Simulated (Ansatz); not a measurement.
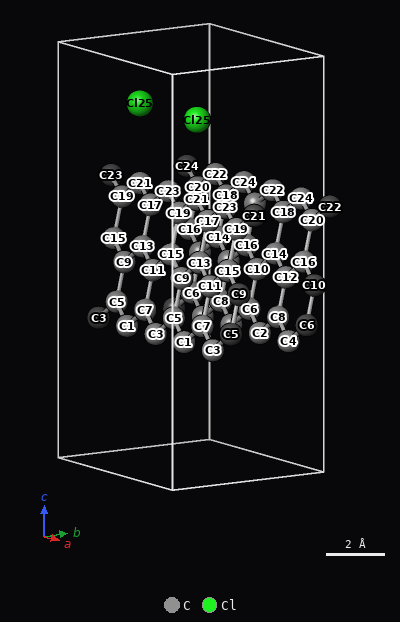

**Figure 1.** The input geometry of run A (ball-and-stick view of the 2 × 1 repeat of the cell, with the vacuum cut short, seen slightly off an axis; neighbours outside the cell are drawn fainter; atoms are numbered from 1 in the order of the input). An atom can appear more than once, as a periodic image.

# Two runs on C$_{24}$Cl

System: C$_{24}$Cl (slab, 25 atoms in the cell).
Method of run A: DFT PBE+D3(BJ), scalar-relativistic, plane waves, PAW, PAW set soft_1, spin-polarised (Ansatz 0.2.0).

The structure derives from an entry of the Crystallography Open Database. Text and figures count atoms from 1; the logs count them from 0 in places.

### Input file, run A
```yaml
crystal:
  lattice:
    - [4.9299148964, 0.0, 0.0]
    - [-2.4649574482, 6.8655575602, 0.0]
    - [0.0, 0.0, 22.2276614583]
  atoms:
    - { symbol: C, position: [0.4018120009, 0.3036240018, 0.179955953] }
    - { symbol: C, position: [0.4018120009, 0.8036240018, 0.179955953] }
    - { symbol: C, position: [0.9018120009, 0.3036240018, 0.179955953] }
    - { symbol: C, position: [0.9018120009, 0.8036240018, 0.179955953] }
    - { symbol: C, position: [0.1626401228, 0.3252802456, 0.2112622661] }
    - { symbol: C, position: [0.1626401228, 0.8252802456, 0.2112622661] }
    - { symbol: C, position: [0.6626401228, 0.3252802456, 0.2112622661] }
    - { symbol: C, position: [0.6626401228, 0.8252802456, 0.2112622661] }
    - { symbol: C, position: [0.1840380628, 0.3680761257, 0.2739087028] }
    - { symbol: C, position: [0.1840380628, 0.8680761256, 0.2739087028] }
    - { symbol: C, position: [0.6840380628, 0.3680761257, 0.2739087028] }
    - { symbol: C, position: [0.6840380628, 0.8680761256, 0.2739087028] }
    - { symbol: C, position: [0.444737235, 0.3894666462, 0.304421077] }
    - { symbol: C, position: [0.444737235, 0.8894666462, 0.304421077] }
    - { symbol: C, position: [0.944737235, 0.3894666462, 0.304421077] }
    - { symbol: C, position: [0.944737235, 0.8894666462, 0.304421077] }
    - { symbol: C, position: [0.4674579781, 0.4348943653, 0.3699089481] }
    - { symbol: C, position: [0.4674579781, 0.9348943653, 0.3699089481] }
    - { symbol: C, position: [0.9674579781, 0.4348943653, 0.3699089481] }
    - { symbol: C, position: [0.9674579781, 0.9348943653, 0.3699089481] }
    - { symbol: C, position: [0.2271533363, 0.4542695608, 0.3971475576] }
    - { symbol: C, position: [0.2271533363, 0.9542695608, 0.3971475576] }
    - { symbol: C, position: [0.7271533363, 0.4542695608, 0.3971475576] }
    - { symbol: C, position: [0.7271533363, 0.9542695608, 0.3971475576] }
    - { symbol: Cl, position: [0.2271533363, 0.4542695608, 0.5231167246], spin: 1.0 }
basis:
  ecutwfc: 420
kpoints:
  mp_grid: { grid: [6, 4, 1] }
hamiltonian:
  xc: pbe
  pseudopotentials: { kind: paw, azcp: { folder: soft_1 } }
  dispersion: d3bj
scf:
  occupations: { method: gaussian, width: 0.05 }
output:
  forces: true
  eigenvalues: true
  populations: true
magnetization:
  spin_polarized: true
efield:
  axis: 3
  dipole_correction: true
  ramp_width: 0.04
```

Command:
```bash
ansatz run input.yaml --threads 4 --pin off --max-ram 12288MiB --backend cpu --events-out ev --progress --plain --runs-dir out
```

Hardware: 4 threads of Arm Neoverse V2, 24 GiB of memory available, shared host.

### Output, shortened to warnings, some set-up lines, iterations and results (run A)
```
Warning: at least one further symmetry operation maps every atom of the structure, as the run holds it, onto an atom to within 2.50e-5 (fractional), and is not used: no operation is sought that the atoms, as the run holds them, miss by more than 2.00e-5, twice crystal.symmetry.tolerance (1.0e-5). The run uses 1 unitary operations. The run imposes no operation that its atoms and lattice do not …
Basis set: ecut = 420 eV, 14697 PW (Γ), exchange–correlation on 72×100×300 points (8 copies of the dense FFT grid, shifted against one another)
Symmetry: 1 space group operations
k-points: 14 of 24 (time reversal used)
[...]
SCF iter   1: F=—  HF=-7091.054946 eV  |F-HF|=—  |Δ(HF+E_count)|=         —  Δρ=3.96e-2 (↑3.59e-2 ↓3.96e-2)  dr2=8.92e1  dr2_m=3.69e-1  M=1.892 μB ∫|m|=2.412 μB  β_m=1.00  …
SCF iter   2: F=—  HF=-7083.834930 eV  |F-HF|=—  |Δ(HF+E_count)|=    7.22e0  Δρ=2.70e-2 (↑2.60e-2 ↓2.70e-2)  dr2=5.57e1  dr2_m=4.65e-2  M=1.964 μB ∫|m|=3.040 μB  β_m=1.00  …
SCF iter   3: F=—  HF=-7079.264492 eV  |F-HF|=—  |Δ(HF+E_count)|=    4.57e0  Δρ=2.39e-2 (↑1.49e-2 ↓2.39e-2)  dr2=2.64e1  dr2_m=1.17e0  M=0.253 μB ∫|m|=1.700 μB  β_m=0.30  …
SCF iter   4: F=—  HF=-7079.382398 eV  |F-HF|=—  |Δ(HF+E_count)|=   1.18e-1  Δρ=1.63e-2 (↑1.20e-2 ↓1.63e-2)  dr2=5.36e0  dr2_m=6.55e-1  M=0.721 μB ∫|m|=2.390 μB  β_m=0.30  …
SCF iter   5: F=—  HF=-7079.132704 eV  |F-HF|=—  |Δ(HF+E_count)|=   2.50e-1  Δρ=1.26e-2 (↑9.61e-3 ↓1.26e-2)  dr2=2.59e0  dr2_m=5.84e-1  M=1.650 μB ∫|m|=3.426 μB  β_m=0.30  …
[... 32 lines ...]
SCF iter  38: F=—  HF=-7080.656619 eV  |F-HF|=—  |Δ(HF+E_count)|=   2.73e-7  Δρ=2.83e-6 (↑2.83e-6 ↓1.96e-6)  dr2=2.00e-7  dr2_m=1.43e-8  M=5.652 μB ∫|m|=9.934 μB  β_m=0.66  …
SCF iter  39: F=-7080.656620 eV  HF=-7080.656620 eV  |F-HF|=6.23e-8  |Δ(HF+E_count)|=   2.55e-7  Δρ=1.32e-6 (↑1.32e-6 ↓7.99e-7)  dr2=1.44e-8  dr2_m=6.06e-9  M=5.652 μB …
SCF iter  40: F=-7080.656620 eV  HF=-7080.656620 eV  |F-HF|=9.67e-9  |Δ(HF+E_count)|=   7.51e-8  Δρ=5.66e-7 (↑5.66e-7 ↓4.80e-7)  dr2=3.33e-9  dr2_m=1.49e-9  M=5.652 μB …
SCF iter  41: F=-7080.656620 eV  HF=-7080.656620 eV  |F-HF|=1.23e-7  |Δ(HF+E_count)|=   2.42e-8  Δρ=1.08e-6 (↑6.73e-7 ↓1.08e-6)  dr2=9.15e-8  dr2_m=1.19e-9  M=5.652 μB …
SCF 1 converged in 41 iterations: F = -7080.656620 eV  dr2 = 9.15e-8
SCF converged after 41 iterations
an eigenvalue changed by more than its tolerance at an iteration that met the thresholds in force, so the SCF went on 2 times, its first undamped step at iteration 40: the last check found none over its tolerance
Magnetization: 5.6523 μB (54.3262 up, 48.6738 down)
Absolute magnetization: 9.9485 μB (∫|ρ↑−ρ↓|, with the PAW one-centre terms)
Spin contamination: 1.6742 ħ² per cell (⟨S²⟩ above its minimum at these occupations)
Per-site moments (μB) at R_I (Å): [(0.42901395172512424, 0.5870470483132835), (0.4321073613210682, 0.5870470483132835), (0.42901360540360434, 0.5870470483132837), (0.4322999661854466, 0.5870470483132837), (-0.012532509864364067, 0.5870470478632424), (0.0014672610320686892, 0.5870470478047728), …
Free energy (F): -7080.656620 eV
Harris-Foulkes:  -7080.656620 eV  (|F-HF|=1.23e-7)
Internal energy: -7080.648318 eV  (E = F + TS)
E sigma→0 (E₀):  -7080.652469 eV
Entropy (-TS):   -0.008301 eV (-0.332 meV/atom)
Fermi energy:    -2.292654 eV
Dipole field:    D = -0.098675 V/Å  (p = -0.410256 e·Å, saw-weighted, corrected)
Work function:   Φ+ = 7.2876 eV   Φ− = 5.0943 eV
Levels:          The Fermi level and band energies are counted from a zero that moves with the ramp; work functions are not
--- Per-component energies (eV) ---
  E_band       = -1084.723513
  E_kinetic    = 2234.978846
  E_local      = -51361.707295  (includes V_loc(G=0)·N_el)
  E_nonlocal   = 599.245484
  E_hartree    = 24561.416053
  E_xc         = -1217.749441
  E_vxc        = -1481.371724  (∫ρ·V_xc dr)
  E_paw        = -3058.631760  (= ΣΔE_a)
  E_vpaw       = -188.315418  (= ΣTr[D̂ρ^β])
  E_aug_tail   = 0.000502  (compensation charges beyond the density's cutoff)
  E_efield     = 0.020241  (sawtooth field / dipole correction)
  E_vefield    = -10.401347  (∫n·V_field dr)
  E_ewald      = 21164.722315
  E_disp       = -2.943263  (pairwise vdW)
[...]
```

For run B the input was changed thus:
```diff
-    - { symbol: Cl, position: [0.2271533363, 0.4542695608, 0.5231167246], spin: 1.0 }
+    - { symbol: Cl, position: [0.3104866696, 0.4542695608, 0.5231167246], spin: 1.0 }
```

How does run B compare with run A?

With the same functional and potentials, run B lies 2.3 meV per atom higher. The work function goes from 7.29 to 7.34 eV. The SCF takes 39 iterations against 41.

### Output, shortened to warnings, some set-up lines, iterations and results (run B)
```
Basis set: ecut = 420 eV, 14697 PW (Γ), exchange–correlation on 72×100×300 points (8 copies of the dense FFT grid, shifted against one another)
Symmetry: 1 space group operations
k-points: 14 of 24 (time reversal used)
[...]
SCF iter   1: F=—  HF=-7091.018018 eV  |F-HF|=—  |Δ(HF+E_count)|=         —  Δρ=3.95e-2 (↑3.59e-2 ↓3.95e-2)  dr2=8.94e1  dr2_m=3.48e-1  M=1.772 μB ∫|m|=2.412 μB  β_m=1.00  …
SCF iter   2: F=—  HF=-7084.069289 eV  |F-HF|=—  |Δ(HF+E_count)|=    6.95e0  Δρ=2.74e-2 (↑2.62e-2 ↓2.74e-2)  dr2=5.94e1  dr2_m=7.11e-2  M=1.787 μB ∫|m|=3.130 μB  β_m=1.00  …
SCF iter   3: F=—  HF=-7079.268360 eV  |F-HF|=—  |Δ(HF+E_count)|=    4.80e0  Δρ=2.33e-2 (↑1.54e-2 ↓2.33e-2)  dr2=2.19e1  dr2_m=1.11e0  M=-0.035 μB ∫|m|=1.850 μB  β_m=0.30  …
SCF iter   4: F=—  HF=-7079.231810 eV  |F-HF|=—  |Δ(HF+E_count)|=   3.65e-2  Δρ=1.57e-2 (↑1.24e-2 ↓1.57e-2)  dr2=5.49e0  dr2_m=6.27e-1  M=0.290 μB ∫|m|=2.465 μB  β_m=0.30  …
SCF iter   5: F=—  HF=-7079.108806 eV  |F-HF|=—  |Δ(HF+E_count)|=   1.23e-1  Δρ=1.18e-2 (↑1.06e-2 ↓1.18e-2)  dr2=2.89e0  dr2_m=5.15e-1  M=1.040 μB ∫|m|=3.366 μB  β_m=0.30  …
[... 30 lines ...]
SCF iter  36: F=-7080.598990 eV  HF=-7080.598990 eV  |F-HF|=2.52e-8  |Δ(HF+E_count)|=   5.77e-8  Δρ=1.25e-6 (↑6.63e-7 ↓1.25e-6)  dr2=4.18e-8  dr2_m=2.32e-9  M=5.620 μB …
SCF iter  37: F=-7080.598990 eV  HF=-7080.598990 eV  |F-HF|=1.20e-8  |Δ(HF+E_count)|=   4.77e-8  Δρ=5.09e-7 (↑5.09e-7 ↓4.14e-7)  dr2=2.80e-9  dr2_m=1.07e-9  M=5.620 μB …
SCF iter  38: F=-7080.598990 eV  HF=-7080.598990 eV  |F-HF|=3.29e-7  |Δ(HF+E_count)|=   3.27e-8  Δρ=2.20e-6 (↑1.13e-6 ↓2.20e-6)  dr2=2.62e-7  dr2_m=8.42e-9  M=5.620 μB …
SCF iter  39: F=-7080.598990 eV  HF=-7080.598990 eV  |F-HF|=2.39e-8  |Δ(HF+E_count)|=   1.57e-8  Δρ=5.53e-7 (↑4.05e-7 ↓5.53e-7)  dr2=1.85e-8  dr2_m=4.25e-10  M=5.620 μB …
SCF 1 converged in 39 iterations: F = -7080.598990 eV  dr2 = 1.85e-8
SCF converged after 39 iterations
an eigenvalue changed by more than its tolerance at an iteration that met the thresholds in force, so the SCF went on 2 times, its first undamped step at iteration 37: the last check found none over its tolerance
Magnetization: 5.6199 μB (54.3099 up, 48.6901 down)
Absolute magnetization: 10.0083 μB (∫|ρ↑−ρ↓|, with the PAW one-centre terms)
Spin contamination: 1.7193 ħ² per cell (⟨S²⟩ above its minimum at these occupations)
Per-site moments (μB) at R_I (Å): [(0.42770576496419765, 0.5870470483132835), (0.4320920089248341, 0.5870470483132835), (0.42892589635687645, 0.5870470483132837), (0.4322371274077825, 0.5870470483132837), (-0.012311860098489006, 0.5870470478632424), (0.0013431534938120769, 0.5870470478047728), …
Free energy (F): -7080.598990 eV
Harris-Foulkes:  -7080.598990 eV  (|F-HF|=2.39e-8)
Internal energy: -7080.589837 eV  (E = F + TS)
E sigma→0 (E₀):  -7080.594414 eV
Entropy (-TS):   -0.009153 eV (-0.366 meV/atom)
Fermi energy:    -2.316436 eV
Dipole field:    D = -0.100423 V/Å  (p = -0.417525 e·Å, saw-weighted, corrected)
Work function:   Φ+ = 7.3354 eV   Φ− = 5.1032 eV
Levels:          The Fermi level and band energies are counted from a zero that moves with the ramp; work functions are not
--- Per-component energies (eV) ---
  E_band       = -1085.457085
  E_kinetic    = 2235.046978
  E_local      = -51360.978794  (includes V_loc(G=0)·N_el)
  E_nonlocal   = 599.308381
  E_hartree    = 24560.711228
  E_xc         = -1217.749512
  E_vxc        = -1481.368052  (∫ρ·V_xc dr)
  E_paw        = -3058.633798  (= ΣΔE_a)
  E_vpaw       = -188.316233  (= ΣTr[D̂ρ^β])
  E_aug_tail   = 0.000501  (compensation charges beyond the density's cutoff)
  E_efield     = 0.020965  (sawtooth field / dipole correction)
  E_vefield    = -10.584922  (∫n·V_field dr)
  E_ewald      = 21164.627533
  E_disp       = -2.943318  (pairwise vdW)
[...]
```

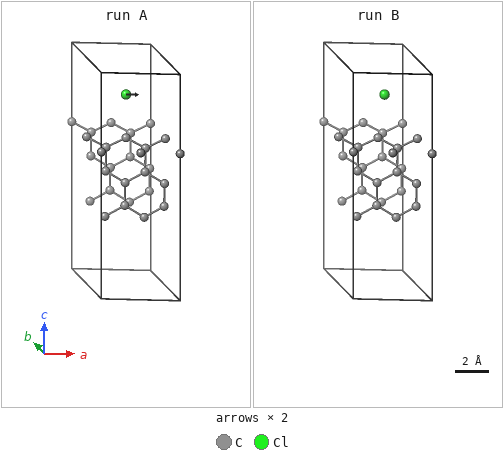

**Figure 2.** The two input geometries at one scale (ball-and-stick view of the cell of the calculation, with the vacuum cut short (origin shifted), seen slightly off an axis). The black arrows on the first give the shifts of the atoms relative to the cell, magnified 2 times. The largest move is that of the Cl atom, 0.41 Å. C stays in place. The lattice vectors keep their values.

### The two runs side by side

```csv
quantity,run A,run B
outcome,converged,converged
free energy per atom (eV),−283.2263,−283.2240
gap on the mesh (eV),0.00,0.00
net moment of the cell (μB),5.65,5.62
absolute moment of the cell (μB),9.95,10.01
work function (eV),7.29,7.34
largest force (eV/Å),3.597,3.598
SCF iterations,41,39
irreducible k-points,14,14
plane waves at Γ,14697,14697
wall time (shared host),2.3 min,2.1 min
```
